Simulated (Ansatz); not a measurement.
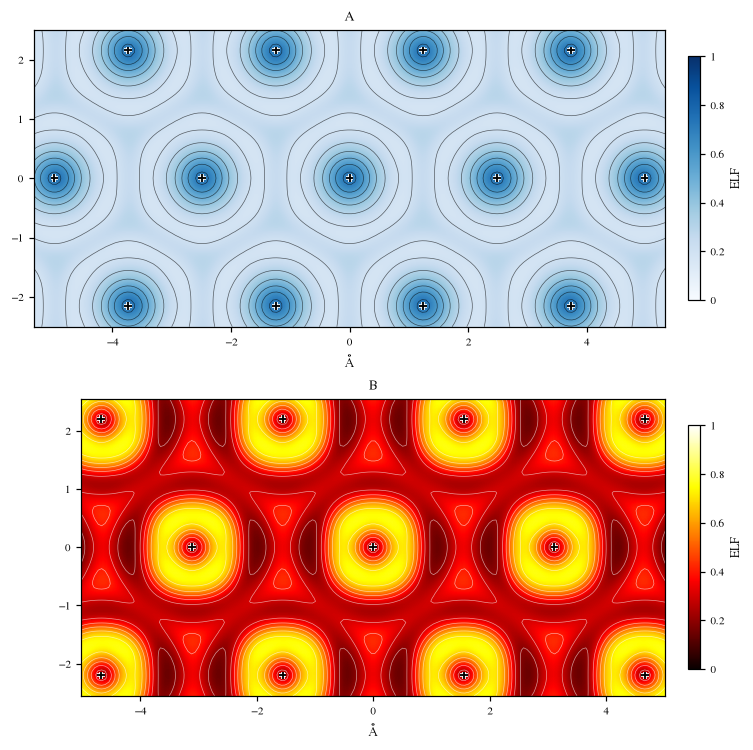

The ELF of 2 systems, each on a plane through atoms (crosses mark nuclei in the plane).

Level of theory: DFT LDA, scalar-relativistic, plane waves, PAW (Ansatz 0.2.0).

System 1: Ni, the (111) plane of the conventional cell. Space group Fm-3m; computed pressure about −17 GPa in this cell; spin-polarised.

```cif
data_structure
_symmetry_space_group_name_H-M 'P 1'
_symmetry_Int_Tables_number 1
_cell_length_a 3.5185
_cell_length_b 3.5185
_cell_length_c 3.5185
_cell_angle_alpha 90.000
_cell_angle_beta 90.000
_cell_angle_gamma 90.000
_cell_volume 43.56
loop_
_atom_site_label
_atom_site_type_symbol
_atom_site_fract_x
_atom_site_fract_y
_atom_site_fract_z
_atom_site_occupancy
Ni1 Ni 0.00000 0.00000 0.00000 1
Ni2 Ni 0.50000 0.50000 0.00000 1
Ni3 Ni 0.50000 0.00000 0.50000 1
Ni4 Ni 0.00000 0.50000 0.50000 1
```

System 2: Mo, the (101) plane of the conventional cell. Space group Im-3m; a structure from a database of computed crystals, not necessarily the ambient phase; computed without spin polarisation.

```
Mo
1.0
     3.11133    0.00000    0.00000
     0.00000    3.11133    0.00000
     0.00000    0.00000    3.11133
Mo
2
Direct
  0.00000 0.00000 0.00000
  0.50000 0.50000 0.50000
```

### Which map belongs to which system?

Panel A is system 1, Ni: the plane holds Ni. Ni–Ni (2.49 Å): the ELF is about 0.25 at the midpoint; no shared electron pair shows on this line. Panel B is system 2, Mo: the plane holds Mo. Mo–Mo (2.69 Å): the ELF is about 0.30 at the midpoint: no localised pair shows between them.
